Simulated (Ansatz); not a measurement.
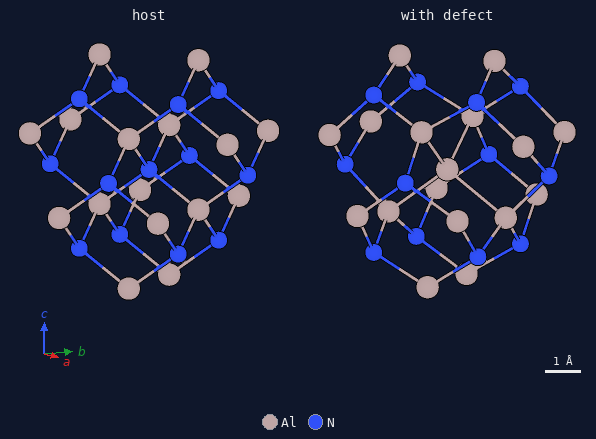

Left: perfect AlN. Right: the same region with one point defect, after relaxing the atoms in a supercell of 32 sites. Style: ball-and-stick. Shown: the atoms within 3.8 Å of one point, slightly off an axis.

All numbers below come from Ansatz, DFT PBE, scalar-relativistic, plane waves, PAW. (plane-wave cutoff 420 eV; k-point mesh 2 × 2 × 2; occupations gaussian; smearing width 0.01 eV; mesh shifted by (0.5, 0.5, 0.5); collinear spin) The cell is small and the k-mesh coarse, so the numbers are rough. A uniform background neutralises the charged cell. The axes drawn are those of the host's conventional cell.

Which defect is it?

A nitrogen atom is replaced by aluminium.

The charge state of the cell is −1.

What does the relaxation do around it?

In the host the N atom has 4 Al at 1.91 Å; the Al atom ends with 4 Al at 2.26 Å. Of the host's atoms, an aluminium atom moves furthest from its site, by 0.36 Å. The cell's net moment is 1.00 μB.
